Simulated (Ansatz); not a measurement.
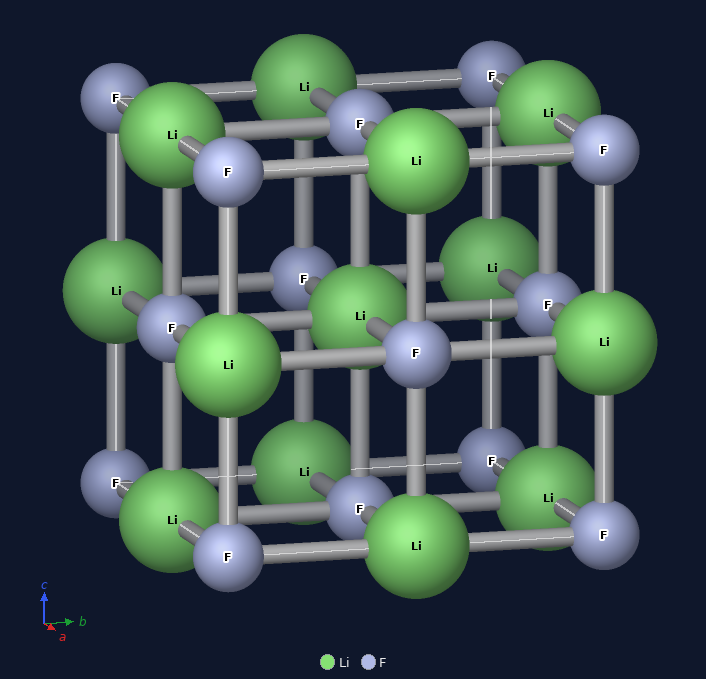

We look at a ball-and-stick model of the crystal slightly off an axis. The conventional unit cell is outlined; an atom on or near a face, edge or corner is repeated at each equivalent position. Cell: a = 4.07 Å, b = 4.07 Å, c = 4.07 Å, α = 90.00°, β = 90.00°, γ = 90.00°.

Origin of the cell: a structure type filled with these elements by a generator (whether the compound takes this form wasn't checked). Earlier steps of the study may have refined or changed the cell and positions. It was run through Ansatz as a DFT input.

### What can be read from this drawing?

Chemical formula LiF. Its lattice is face-centred cubic, its space group Fm-3m (No. 225). Among the common structure types it is rock salt (NaCl type). The cell has 8 atoms, namely 4 Li, 4 F. The Li atoms are each bonded to six F in an octahedral arrangement at about 2.0 Å. The F atoms are each bonded to six Li in an octahedral arrangement at about 2.0 Å. The bonds build a three-dimensional framework.

The calculation used DFT PBE, scalar-relativistic, plane waves, PAW in Ansatz, with plane-wave cutoff 420 eV, k-points about 0.27 Å⁻¹ apart, Gaussian smearing of 0.02 eV, no spin polarisation.

### What is the electronic character?

An insulator at this level, with a gap of 8.83 eV, direct.

### State the Bader charges by element.

Li +0.90 e; F -0.90 e.

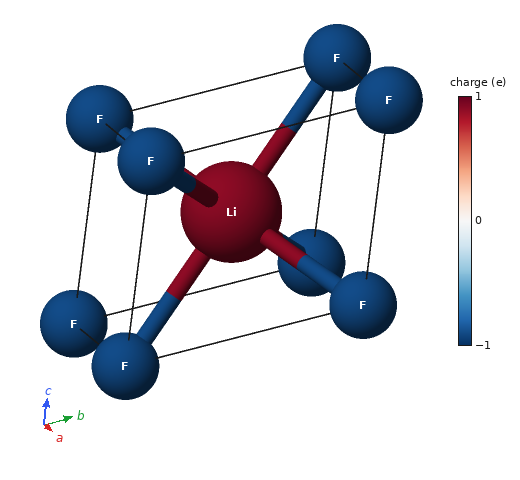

The atoms coloured by those charges. The run's cell of 2 atoms is drawn, so axes and origin can differ from the first picture.

### Do the forces and the stress vanish for this geometry?

Yes. All forces vanish to within 0.01 eV/Å. The pressure is 0.0 GPa, close to zero.
